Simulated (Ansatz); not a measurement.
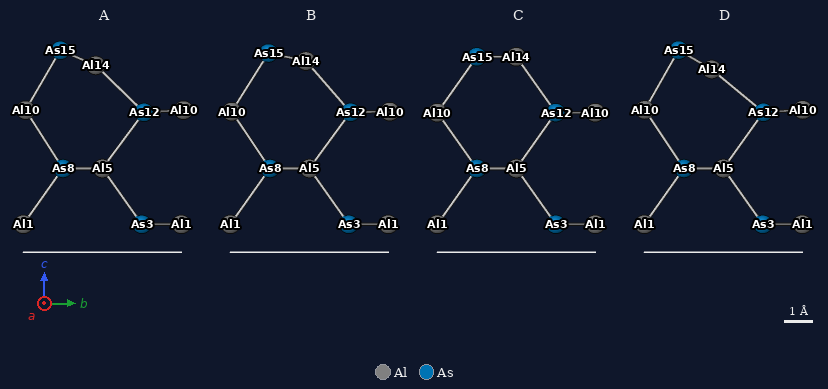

4 geometries from one constrained relaxation of a slab of composition AlAs (cut from the F-43m phase), in shuffled order. The picture is a ball-and-stick view of the cell of the calculation, outlined in the plane, without the vacuum (origin shifted), seen along the a axis.

Case: clean slab, lower half held. The slab is the (1 1 0) face of AlAs. 8 atoms are held fixed.

Method: DFT PBE+D3(BJ), scalar-relativistic, plane waves, PAW in Ansatz 0.2.0. Set-up: plane-wave cutoff 420 eV; k-point mesh 4 × 5 × 1; occupations gaussian; smearing width 0.05 eV; no spin polarisation; dipole correction; atoms relaxed in a fixed cell; force threshold 0.03 eV/Å; at most 70 steps.

Order the frames from highest to lowest energy.

C, B, A, D. They are steps 0, 1, 2, 4, at +1.245 eV per cell of the calculation, +0.460 eV per cell of the calculation, +94.8 meV per cell of the calculation relative to the last. Over 4 geometry steps the energy falls by 1.245 eV per cell of the calculation. The largest force component goes from 1.3 to 0.015 eV/Å. The largest moves, 0.62 Å, are those of Al atoms. By element the largest moves are Al 0.62 Å, As 0.30 Å. The lattice vectors keep their values. Near-neighbour distances that change, for instance: Al–As 2.453 → 2.526 Å, Al–As 2.453 → 2.409 Å, Al–As 2.453 → 2.475 Å. Among the angles between lasting bonds that change: Al–As–Al 109.5° → 89.5°, Al–As–Al 109.5° → 94.1°, As–Al–As 109.5° → 123.9°.
